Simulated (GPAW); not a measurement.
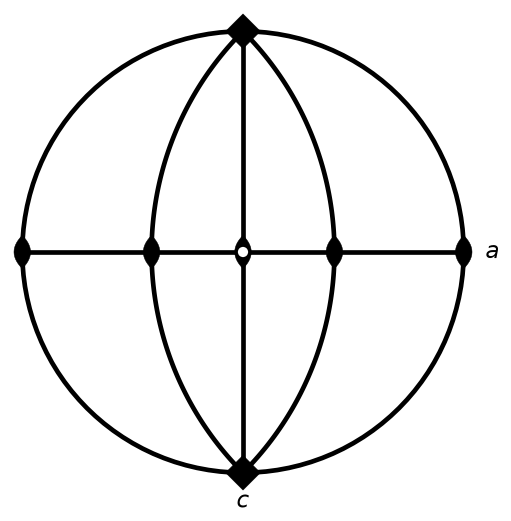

Stereographic projection: heavy lines are mirror planes (a heavy rim: a mirror in the plane of the page); lens, triangle, square and hexagon are 2-, 3-, 4- and 6-fold axes, a lens in an open square is −4, a triangle in an open hexagon −6; thin dashed diameters join the ends of axes that lie in the page; a small open circle marks inversion. The b axis points at the viewer. Computed from the symmetry operations of a computed or model structure of composition H.

> Name the crystal class.

4/mmm (D4h), order 16, tetragonal system: one fourfold axis, four twofold axes, five mirror planes, an inversion centre.

> Can such a crystal be piezoelectric, pyroelectric or chiral?

It is centrosymmetric, so neither piezoelectric nor pyroelectric; it is not chiral.
